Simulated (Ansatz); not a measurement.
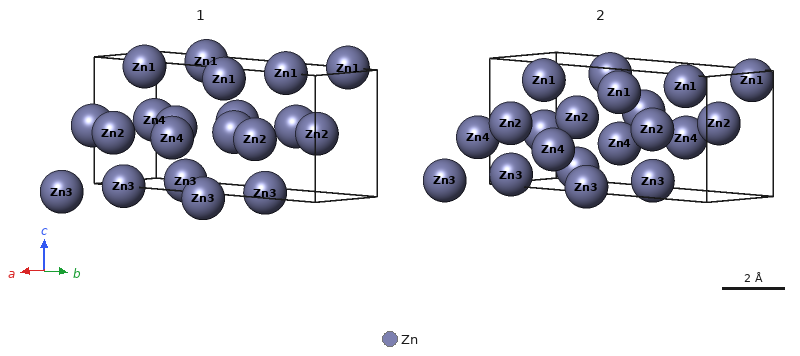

Two geometries of a crystal of Zn (built on the black phosphorus_64 type) (coarse preliminary run), drawn at one scale. One is the start of a relaxation, the other its converged end. The picture is a spheres-only view of the conventional cell (2 times the calculation's cell), repeated 2 × 1 × 1 with one cell outlined, seen from a free direction. Lengths and directions refer to the drawn axes.

All numbers below come from DFT PBEsol, scalar-relativistic, plane waves, PAW in Ansatz 0.2.0. Settings: plane-wave cutoff 420 eV; k-point mesh 6 × 6 × 4; occupations gaussian; smearing width 0.1 eV; no spin polarisation; cell and atoms relaxed; force threshold 0.04 eV/Å; at most 70 steps.

Which of the two is the end point?

Structure 1 is the relaxed one. Case: black phosphorus type (Cmce, No. 64). After 7 accepted moves (10 points after the start) the energy has fallen by 1333 meV per atom. The largest force component goes from 4.3 to 0.01 eV/Å. The pressure goes from 39.02 to −0.01 GPa. The line search rejected the trial steps at points 7, 8 of the run. The SCF was repeated once at an unchanged geometry on a basis and grid sized afresh for the cell, which shifted the energy by 0.3 meV per atom at most. The largest moves relative to the cell, 0.51 Å, are those of Zn1, Zn2, Zn3 and Zn4. Zn2 goes along [0 −1 −3]. The drawn cell changes as follows: a 3.115 → 2.906 Å (−6.7 %), b 9.882 → 10.062 Å (+1.8 %), c 4.122 → 4.157 Å (+0.8 %); the volume changes by −4.2 %. Some distances before and after: Zn1–Zn3 3.464 → 2.770 Å, Zn1–Zn2 3.207 → 2.534 Å, Zn1–Zn3 (another image) 2.074 → 2.672 Å, Zn1–Zn2 (another image) 2.041 → 2.537 Å. New bonds form: Zn1–Zn2 (3.21 → 2.53 Å), Zn1–Zn3 (3.46 → 2.77 Å), Zn2–Zn4 (3.46 → 2.77 Å), Zn3–Zn4 (3.21 → 2.53 Å). Among the angles between lasting bonds that change: Zn2–Zn1–Zn2 99.5° → 69.9°, Zn2–Zn1–Zn3 103.4° → 90.0°. The space group (tolerance 0.01 Å) goes from Cmce (No. 64) to Fmmm (No. 69).

Limits of the set-up: the k-point mesh is coarse for a cell with partly filled bands.
